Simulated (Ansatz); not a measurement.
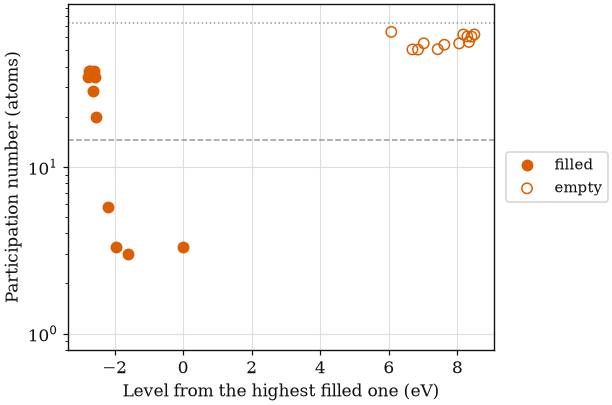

Levels near the gap of a 73-atom cell against the number of atoms over which each spreads (dotted: all atoms; dashed: a fifth of them). Host SiO₂ with interstitial H.

Structure: Si₂₄O₄₈H (defect cell), 73 atoms in the cell, cell charge −1 e.

Computed with Ansatz 0.2.0: DFT, HSE06, PAW, plane waves, one k point, (0.25, 0.25, 0.25).

> Which of these levels are localised (under the dashed line)?

4 of the 24 levels shown spread over less than a fifth of the cell: −2.20 eV (filled, over about 6 atoms, mostly O), −1.95 eV (filled, over about 3 atoms, mostly O), −1.62 eV (filled, over about 3 atoms, mostly O) and 0.00 eV (filled, over about 3 atoms, mostly H).

> How far apart are the highest filled and the lowest empty level?

The lowest empty level lies 6.07 eV above the highest filled one.

One k point in a finite cell, so levels carry errors of tenths of an eV.
